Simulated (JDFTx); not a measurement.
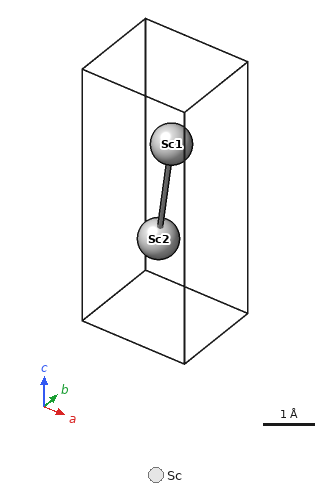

Figure 1. The structure as given in the input (ball-and-stick view of the cell of the calculation, seen slightly off an axis; atoms are numbered from 1 in the order of the input). Near neighbours in the crystal (not all of them lie inside the picture): Sc has 12 Sc at 3.26 to 3.31 Å.

# Geometry relaxation, with input and output: Sc (part 1 of 2)

The run: geometry relaxation of Sc (P6₃/mmc, 2 atoms in the cell). Method and program: Kohn-Sham DFT of a periodic cell, PBE with D2, PseudoDojo-SR-PBE-0.5-standard, no spin polarisation (JDFTx 1.7.0 (patched build)).

The structure derives from an entry of the Crystallography Open Database.

### Log
```
*************** JDFTx 1.7.0 (patched build) ***************

Input parsed successfully to the following command list (including defaults):
[... the input with its defaults ...]

---------- Setting up symmetries ----------

Found 24 point-group symmetries of the bravais lattice
Found 24 space-group symmetries with basis
Applied RMS atom displacement 3.61023e-10 bohrs to make symmetries exact.

---------- Initializing the Grid ----------
R =
[       6.2531     -3.12655            0  ]
[            0      5.41535            0  ]
[            0            0      9.96509  ]
unit cell volume = 337.445
G =
[    1.00481   0.580128         -0  ]
[          0    1.16026          0  ]
[          0         -0   0.630519  ]
Minimum fftbox size, Smin = [  52  52  80  ]
Chosen fftbox size, S = [  54  54  80  ]

---------- Initializing tighter grid for wavefunction operations ----------
R =
[       6.2531     -3.12655            0  ]
[            0      5.41535            0  ]
[            0            0      9.96509  ]
unit cell volume = 337.445
G =
[    1.00481   0.580128         -0  ]
[          0    1.16026          0  ]
[          0         -0   0.630519  ]
Minimum fftbox size, Smin = [  36  36  60  ]
Chosen fftbox size, S = [  36  36  60  ]

---------- Exchange Correlation functional ----------
Initalized PBE GGA exchange.
Initalized PBE GGA correlation.

---------- Setting up pseudopotentials ----------
Width of ionic core gaussian charges (only for fluid interactions / plotting) set to 0

Reading pseudopotential file 'pseudo/Sc.upf':
  'Sc' pseudopotential, 'PBE' functional
  Generated using ONCVPSP code by D. R. Hamann
  11 valence electrons, 4 orbitals, 6 projectors, 1001 radial grid points, with lMax = 2
    3S    l: 0   occupation:  2.0   eigenvalue: -2.022648
    3P    l: 1   occupation:  6.0   eigenvalue: -1.235680
    3D    l: 2   occupation:  1.0   eigenvalue: -0.118824
    4S    l: 0   occupation:  2.0   eigenvalue: -0.153727
  Core radius for overlap checks: 1.60 bohrs.

Initialized 1 species with 2 total atoms.

Folded 1 k-points by 9x9x5 to 405 k-points.

---------- Setting up k-points, bands, fillings ----------
Reduced to 36 k-points under symmetry.
Computing the number of bands and number of electrons
Calculating initial fillings.
nElectrons:  22.000000   nBands: 17   nStates: 36

----- Setting up reduced wavefunction bases (one per k-point) -----
average nbasis = 3924.126 , ideal nbasis = 3925.493

Initializing DFT-D2 calculator:
	Sc:  C6:  187.33 Eh-a0^6  R0: 2.952 a0

---------- Setting up ewald sum ----------
Optimum gaussian width for ewald sums = 2.474417 bohr.
Real space sum over 1521 unit cells with max indices [  6  6  4  ]
Reciprocal space sum over 2057 terms with max indices [  5  5  8  ]

---------- Allocating electronic variables ----------
Initializing wave functions:  linear combination of atomic orbitals
Sc pseudo-atom occupations:   s ( 2 2 )  p ( 6 )  d ( 1 )
	FillingsUpdate:  mu: +0.392908799  nElectrons: 22.000000
LCAOMinimize: Iter:   0  F: -93.4927380797482783  |grad|_K:  6.510e-04  alpha:  1.000e+00
	FillingsUpdate:  mu: +0.386080785  nElectrons: 22.000000
LCAOMinimize: Iter:   1  F: -93.4952228841805493  |grad|_K:  9.242e-06  alpha:  7.525e-01  linmin: -1.091e-01  cgtest:  7.859e-01
LCAOMinimize: Encountered beta<0, resetting CG.
	FillingsUpdate:  mu: +0.386004582  nElectrons: 22.000000
LCAOMinimize: Iter:   2  F: -93.4952234073634401  |grad|_K:  4.019e-07  alpha:  7.716e-01  linmin: -1.506e-03  cgtest:  1.108e-02
	FillingsUpdate:  mu: +0.386004479  nElectrons: 22.000000
LCAOMinimize: Iter:   3  F: -93.4952234085897089  |grad|_K:  2.901e-08  alpha:  9.555e-01  linmin:  4.561e-03  cgtest: -2.489e-02
LCAOMinimize: Converged (|Delta F|<1.000000e-06 for 2 iters).

--------- Lattice Minimization ---------

-------- Electronic minimization -----------
Will mix electronic density at each iteration.
	FillingsUpdate:  mu: +0.386004479  nElectrons: 22.000000
	FillingsUpdate:  mu: +0.359155989  nElectrons: 22.000000
SCF: Cycle:  0   F: -93.559316098923176   dF: -6.409e-02   |Residual|: 1.247e-01   |deigs|: 1.427e-02
	FillingsUpdate:  mu: +0.343788732  nElectrons: 22.000000
SCF: Cycle:  1   F: -93.572600368397559   dF: -1.328e-02   |Residual|: 5.789e-02   |deigs|: 3.040e-02
	FillingsUpdate:  mu: +0.332804927  nElectrons: 22.000000
SCF: Cycle:  2   F: -93.577130821187581   dF: -4.530e-03   |Residual|: 2.290e-02   |deigs|: 2.491e-02
	FillingsUpdate:  mu: +0.336678565  nElectrons: 22.000000
SCF: Cycle:  3   F: -93.577096838427181   dF: +3.398e-05   |Residual|: 1.713e-02   |deigs|: 1.005e-02
	FillingsUpdate:  mu: +0.333825206  nElectrons: 22.000000
SCF: Cycle:  4   F: -93.577484796383700   dF: -3.880e-04   |Residual|: 1.268e-03   |deigs|: 6.494e-03
	FillingsUpdate:  mu: +0.333623446  nElectrons: 22.000000
SCF: Cycle:  5   F: -93.577519457867467   dF: -3.466e-05   |Residual|: 2.213e-03   |deigs|: 5.207e-04
	FillingsUpdate:  mu: +0.333887404  nElectrons: 22.000000
SCF: Cycle:  6   F: -93.577538266164396   dF: -1.881e-05   |Residual|: 3.955e-04   |deigs|: 6.680e-04
	FillingsUpdate:  mu: +0.333972806  nElectrons: 22.000000
SCF: Cycle:  7   F: -93.577546884976002   dF: -8.619e-06   |Residual|: 3.698e-04   |deigs|: 2.197e-04
	FillingsUpdate:  mu: +0.333932057  nElectrons: 22.000000
SCF: Cycle:  8   F: -93.577552774384813   dF: -5.889e-06   |Residual|: 1.032e-04   |deigs|: 9.372e-05
	FillingsUpdate:  mu: +0.333928173  nElectrons: 22.000000
SCF: Cycle:  9   F: -93.577556756786947   dF: -3.982e-06   |Residual|: 6.609e-05   |deigs|: 1.461e-05
	FillingsUpdate:  mu: +0.333927053  nElectrons: 22.000000
SCF: Cycle: 10   F: -93.577559477076065   dF: -2.720e-06   |Residual|: 6.209e-05   |deigs|: 1.093e-05
	FillingsUpdate:  mu: +0.333910518  nElectrons: 22.000000
SCF: Cycle: 11   F: -93.577561645205307   dF: -2.168e-06   |Residual|: 8.846e-05   |deigs|: 3.684e-05
	FillingsUpdate:  mu: +0.333908093  nElectrons: 22.000000
SCF: Cycle: 12   F: -93.577562984615639   dF: -1.339e-06   |Residual|: 1.090e-04   |deigs|: 7.072e-06
	FillingsUpdate:  mu: +0.333907858  nElectrons: 22.000000
SCF: Cycle: 13   F: -93.577564543223602   dF: -1.559e-06   |Residual|: 1.115e-04   |deigs|: 4.800e-06
	FillingsUpdate:  mu: +0.333905243  nElectrons: 22.000000
SCF: Cycle: 14   F: -93.577565376192325   dF: -8.330e-07   |Residual|: 1.335e-04   |deigs|: 6.592e-06
	FillingsUpdate:  mu: +0.333908204  nElectrons: 22.000000
SCF: Cycle: 15   F: -93.577565773096680   dF: -3.969e-07   |Residual|: 1.271e-04   |deigs|: 7.225e-06
	FillingsUpdate:  mu: +0.333914096  nElectrons: 22.000000
SCF: Cycle: 16   F: -93.577566100833621   dF: -3.277e-07   |Residual|: 1.051e-04   |deigs|: 1.395e-05
	FillingsUpdate:  mu: +0.333915285  nElectrons: 22.000000
SCF: Cycle: 17   F: -93.577566324127304   dF: -2.233e-07   |Residual|: 1.007e-04   |deigs|: 3.438e-06
	FillingsUpdate:  mu: +0.333916905  nElectrons: 22.000000
SCF: Cycle: 18   F: -93.577566491086458   dF: -1.670e-07   |Residual|: 8.627e-05   |deigs|: 4.193e-06
	FillingsUpdate:  mu: +0.333918094  nElectrons: 22.000000
SCF: Cycle: 19   F: -93.577566600820617   dF: -1.097e-07   |Residual|: 7.911e-05   |deigs|: 3.329e-06
	FillingsUpdate:  mu: +0.333926917  nElectrons: 22.000000
SCF: Cycle: 20   F: -93.577566682756924   dF: -8.194e-08   |Residual|: 5.933e-05   |deigs|: 1.830e-05
	FillingsUpdate:  mu: +0.333927648  nElectrons: 22.000000
SCF: Cycle: 21   F: -93.577566738574347   dF: -5.582e-08   |Residual|: 6.080e-05   |deigs|: 1.772e-06
	FillingsUpdate:  mu: +0.333926908  nElectrons: 22.000000
SCF: Cycle: 22   F: -93.577566784139847   dF: -4.557e-08   |Residual|: 6.131e-05   |deigs|: 1.918e-06
	FillingsUpdate:  mu: +0.333929384  nElectrons: 22.000000
SCF: Cycle: 23   F: -93.577566810189779   dF: -2.605e-08   |Residual|: 1.041e-04   |deigs|: 1.150e-05
	FillingsUpdate:  mu: +0.333934097  nElectrons: 22.000000
SCF: Cycle: 24   F: -93.577566824222856   dF: -1.403e-08   |Residual|: 1.196e-04   |deigs|: 9.935e-06
	FillingsUpdate:  mu: +0.333927750  nElectrons: 22.000000
SCF: Cycle: 25   F: -93.577566844733227   dF: -2.051e-08   |Residual|: 8.927e-05   |deigs|: 1.514e-05
	FillingsUpdate:  mu: +0.333930164  nElectrons: 22.000000
SCF: Cycle: 26   F: -93.577566852071129   dF: -7.338e-09   |Residual|: 1.079e-04   |deigs|: 5.268e-06
	FillingsUpdate:  mu: +0.333907288  nElectrons: 22.000000
SCF: Cycle: 27   F: -93.577566848281023   dF: +3.790e-09   |Residual|: 1.425e-04   |deigs|: 5.861e-05
	FillingsUpdate:  mu: +0.333925515  nElectrons: 22.000000
SCF: Cycle: 28   F: -93.577566871104622   dF: -2.282e-08   |Residual|: 2.099e-05   |deigs|: 4.553e-05
	FillingsUpdate:  mu: +0.333929279  nElectrons: 22.000000
SCF: Cycle: 29   F: -93.577566873238254   dF: -2.134e-09   |Residual|: 5.064e-05   |deigs|: 9.337e-06
	FillingsUpdate:  mu: +0.333928882  nElectrons: 22.000000
SCF: Cycle: 30   F: -93.577566876440315   dF: -3.202e-09   |Residual|: 5.057e-05   |deigs|: 1.297e-06
	FillingsUpdate:  mu: +0.333922715  nElectrons: 22.000000
SCF: Cycle: 31   F: -93.577566880784303   dF: -4.344e-09   |Residual|: 1.414e-05   |deigs|: 1.551e-05
	FillingsUpdate:  mu: +0.333919073  nElectrons: 22.000000
SCF: Cycle: 32   F: -93.577566881724962   dF: -9.407e-10   |Residual|: 3.148e-05   |deigs|: 8.638e-06
	FillingsUpdate:  mu: +0.333922373  nElectrons: 22.000000
SCF: Cycle: 33   F: -93.577566883730995   dF: -2.006e-09   |Residual|: 7.678e-06   |deigs|: 8.097e-06
	FillingsUpdate:  mu: +0.333922621  nElectrons: 22.000000
SCF: Cycle: 34   F: -93.577566884760571   dF: -1.030e-09   |Residual|: 3.783e-06   |deigs|: 7.069e-07
	FillingsUpdate:  mu: +0.333922694  nElectrons: 22.000000
SCF: Cycle: 35   F: -93.577566885494832   dF: -7.343e-10   |Residual|: 2.073e-06   |deigs|: 3.782e-07
	FillingsUpdate:  mu: +0.333922781  nElectrons: 22.000000
SCF: Cycle: 36   F: -93.577566886020435   dF: -5.256e-10   |Residual|: 8.052e-07   |deigs|: 3.868e-07
SCF: Converged (|Delta E|<1.000000e-09 for 2 iters).

Setting wave functions to eigenvectors of Hamiltonian
# Lattice vectors:
R =
[       6.2531     -3.12655            0  ]
[            0      5.41535            0  ]
[            0            0      9.96509  ]
unit cell volume = 337.445

# Strain tensor in Cartesian coordinates:
[            0            0            0  ]
[            0            0            0  ]
[            0            0            0  ]

# Stress tensor in Cartesian coordinates [Eh/a0^3]:
[   5.6511e-05            0            0  ]
[            0   5.6511e-05            0  ]
[            0            0  8.79683e-05  ]

# Ionic positions in lattice coordinates:
ion Sc   0.666666666666667   0.333333333333333   0.750000000000000 1
ion Sc   0.333333333333333   0.666666666666667   0.250000000000000 1

# Forces in Cartesian coordinates:
force Sc   0.000000000000000   0.000000000000000   0.000000000000000 1
force Sc   0.000000000000000   0.000000000000000   0.000000000000000 1

# Energy components:
   Eewald =      -63.2377815359758273
       EH =       21.2017575581347515
     Eloc =      -78.8003294101726794
      Enl =        4.7400279130856653
     EvdW =       -0.0277245680227730
      Exc =      -16.1679962101828529
 Exc_core =        3.2395683656888044
       KE =       35.4762370196905792
-------------------------------------
     Etot =      -93.5762408677543363
       TS =        0.0013260182661008
-------------------------------------
        F =      -93.5775668860204348

LatticeMinimize: Iter:   0  F: -93.577566886020435  |grad|_K:  5.761e-03

#--- Lowdin population analysis ---
# oxidation-state Sc +0.137 +0.137

-------- Electronic minimization -----------
Will mix electronic density at each iteration.
	FillingsUpdate:  mu: +0.333922781  nElectrons: 22.000000
	FillingsUpdate:  mu: +0.334478609  nElectrons: 22.000000
SCF: Cycle:  0   F: -93.577599190018773   dF: -3.433e-06   |Residual|: 8.394e-05   |deigs|: 3.836e-07
	FillingsUpdate:  mu: +0.334486042  nElectrons: 22.000000
SCF: Cycle:  1   F: -93.577599259255692   dF: -6.924e-08   |Residual|: 5.719e-05   |deigs|: 1.698e-05
	FillingsUpdate:  mu: +0.334500994  nElectrons: 22.000000
SCF: Cycle:  2   F: -93.577599286300014   dF: -2.704e-08   |Residual|: 3.008e-05   |deigs|: 3.389e-05
	FillingsUpdate:  mu: +0.334498808  nElectrons: 22.000000
SCF: Cycle:  3   F: -93.577599297439434   dF: -1.114e-08   |Residual|: 1.317e-05   |deigs|: 5.222e-06
	FillingsUpdate:  mu: +0.334501612  nElectrons: 22.000000
SCF: Cycle:  4   F: -93.577599302065025   dF: -4.626e-09   |Residual|: 8.651e-06   |deigs|: 5.996e-06
	FillingsUpdate:  mu: +0.334500188  nElectrons: 22.000000
SCF: Cycle:  5   F: -93.577599304842437   dF: -2.777e-09   |Residual|: 8.822e-06   |deigs|: 3.279e-06
	FillingsUpdate:  mu: +0.334500976  nElectrons: 22.000000
SCF: Cycle:  6   F: -93.577599306065181   dF: -1.223e-09   |Residual|: 7.166e-06   |deigs|: 1.786e-06
	FillingsUpdate:  mu: +0.334499993  nElectrons: 22.000000
SCF: Cycle:  7   F: -93.577599306487514   dF: -4.223e-10   |Residual|: 1.720e-05   |deigs|: 2.388e-06
	FillingsUpdate:  mu: +0.334502281  nElectrons: 22.000000
SCF: Cycle:  8   F: -93.577599307131536   dF: -6.440e-10   |Residual|: 4.752e-06   |deigs|: 5.338e-06
SCF: Converged (|Delta E|<1.000000e-09 for 2 iters).

Setting wave functions to eigenvectors of Hamiltonian
LatticeMinimize: 	Wolfe criterion not satisfied: alpha: 1  (E-E0)/|gdotd0|: -0.976988  gdotd/gdotd0: 0.954973 (taking cubic step)

-------- Electronic minimization -----------
Will mix electronic density at each iteration.
	FillingsUpdate:  mu: +0.334502281  nElectrons: 22.000000
	FillingsUpdate:  mu: +0.335617778  nElectrons: 22.000000
SCF: Cycle:  0   F: -93.577659160350308   dF: -1.391e-05   |Residual|: 1.819e-04   |deigs|: 1.354e-06
	FillingsUpdate:  mu: +0.335634226  nElectrons: 22.000000
SCF: Cycle:  1   F: -93.577659349328968   dF: -1.890e-07   |Residual|: 1.158e-04   |deigs|: 3.762e-05
	FillingsUpdate:  mu: +0.335660119  nElectrons: 22.000000
SCF: Cycle:  2   F: -93.577659422109264   dF: -7.278e-08   |Residual|: 4.038e-05   |deigs|: 5.817e-05
	FillingsUpdate:  mu: +0.335654421  nElectrons: 22.000000
SCF: Cycle:  3   F: -93.577659461302019   dF: -3.919e-08   |Residual|: 3.447e-05   |deigs|: 1.361e-05
	FillingsUpdate:  mu: +0.335660003  nElectrons: 22.000000
SCF: Cycle:  4   F: -93.577659478330744   dF: -1.703e-08   |Residual|: 1.444e-05   |deigs|: 1.227e-05
	FillingsUpdate:  mu: +0.335660363  nElectrons: 22.000000
SCF: Cycle:  5   F: -93.577659487384153   dF: -9.053e-09   |Residual|: 2.210e-05   |deigs|: 1.050e-06
	FillingsUpdate:  mu: +0.335662592  nElectrons: 22.000000
SCF: Cycle:  6   F: -93.577659492734981   dF: -5.351e-09   |Residual|: 1.375e-05   |deigs|: 5.141e-06
	FillingsUpdate:  mu: +0.335664470  nElectrons: 22.000000
SCF: Cycle:  7   F: -93.577659495386285   dF: -2.651e-09   |Residual|: 6.503e-06   |deigs|: 4.261e-06
	FillingsUpdate:  mu: +0.335663622  nElectrons: 22.000000
SCF: Cycle:  8   F: -93.577659496813737   dF: -1.427e-09   |Residual|: 1.537e-05   |deigs|: 2.028e-06
	FillingsUpdate:  mu: +0.335663314  nElectrons: 22.000000
SCF: Cycle:  9   F: -93.577659497537908   dF: -7.242e-10   |Residual|: 2.053e-05   |deigs|: 7.651e-07
	FillingsUpdate:  mu: +0.335665347  nElectrons: 22.000000
SCF: Cycle: 10   F: -93.577659498381649   dF: -8.437e-10   |Residual|: 9.806e-06   |deigs|: 4.620e-06
SCF: Converged (|Delta E|<1.000000e-09 for 2 iters).

Setting wave functions to eigenvectors of Hamiltonian
# Lattice vectors:
R =
[      6.24573     -3.12286            0  ]
[            0      5.40896            0  ]
[            0            0      9.94679  ]
unit cell volume = 336.031

# Strain tensor in Cartesian coordinates:
[  -0.00117998            0            0  ]
[            0  -0.00117998            0  ]
[            0            0  -0.00183656  ]

# Stress tensor in Cartesian coordinates [Eh/a0^3]:
[  4.79404e-05            0            0  ]
[            0  4.79404e-05            0  ]
[            0            0  7.76014e-05  ]

# Ionic positions in lattice coordinates:
ion Sc   0.666666666666667   0.333333333333333   0.750000000000000 1
ion Sc   0.333333333333333   0.666666666666667   0.250000000000000 1

# Forces in Cartesian coordinates:
force Sc   0.000000000000000   0.000000000000000  -0.000000000000000 1
force Sc  -0.000000000000000   0.000000000000000  -0.000000000000000 1

# Energy components:
   Eewald =      -63.3260727192850297
       EH =       21.1589064224101548
     Eloc =      -78.6737863412010228
      Enl =        4.7394293634133877
     EvdW =       -0.0277826289400645
      Exc =      -16.1705135854276776
 Exc_core =        3.2395683608498218
       KE =       35.4839134996653485
-------------------------------------
     Etot =      -93.5763376285150486
       TS =        0.0013218698665974
-------------------------------------
        F =      -93.5776594983816494

LatticeMinimize: Iter:   1  F: -93.577659498381649  |grad|_K:  4.974e-03  alpha:  3.000e+00  linmin: -9.998e-01

#--- Lowdin population analysis ---
# oxidation-state Sc +0.136 +0.136
```
